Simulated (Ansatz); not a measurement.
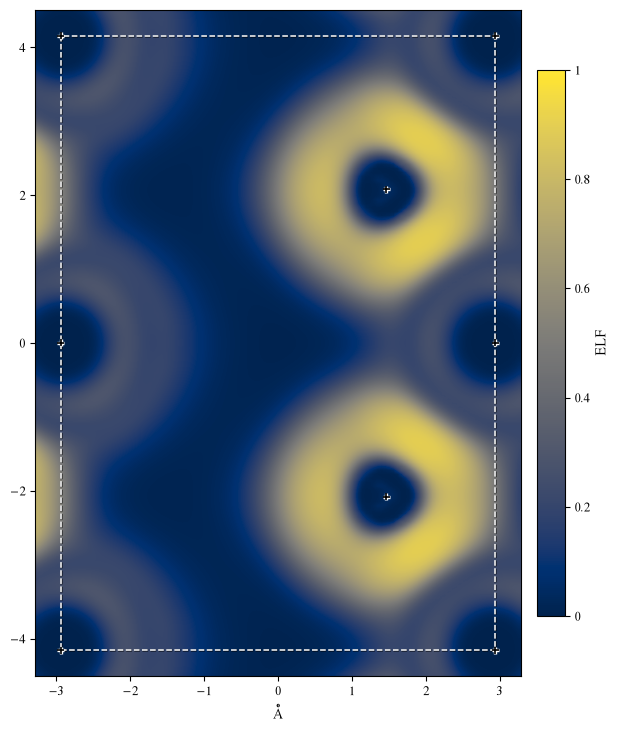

The electron localisation function on a plane through atoms (crosses mark nuclei in the plane).

Theory: Ansatz 0.2.0, DFT PBEsol, scalar-relativistic, plane waves, PAW.

Candidates:
A. TiSi2, a = 3.52 Å, b = 13.35 Å, c = 3.56 Å, α = 90.00°, β = 90.00°, γ = 90.00°. Space group Cmcm; a structure from a database of computed crystals, not necessarily the ambient phase; computed without spin polarisation.
B. PtSe2, a = 3.76 Å, b = 3.76 Å, c = 4.86 Å, α = 90.00°, β = 90.00°, γ = 120.00°. Space group P-3m1.
C. InP, a = 5.88 Å, b = 5.88 Å, c = 5.88 Å, α = 90.00°, β = 90.00°, γ = 90.00°. Space group F-43m.

Which candidate gave the map?

Answer. Candidate C: InP on the (101) plane of the conventional cell, which holds In and P. In–P (2.55 Å): the ELF peaks at about 0.90 in the valence shell of P, 0.9 Å from its nucleus, and is about 0.55 at the midpoint.
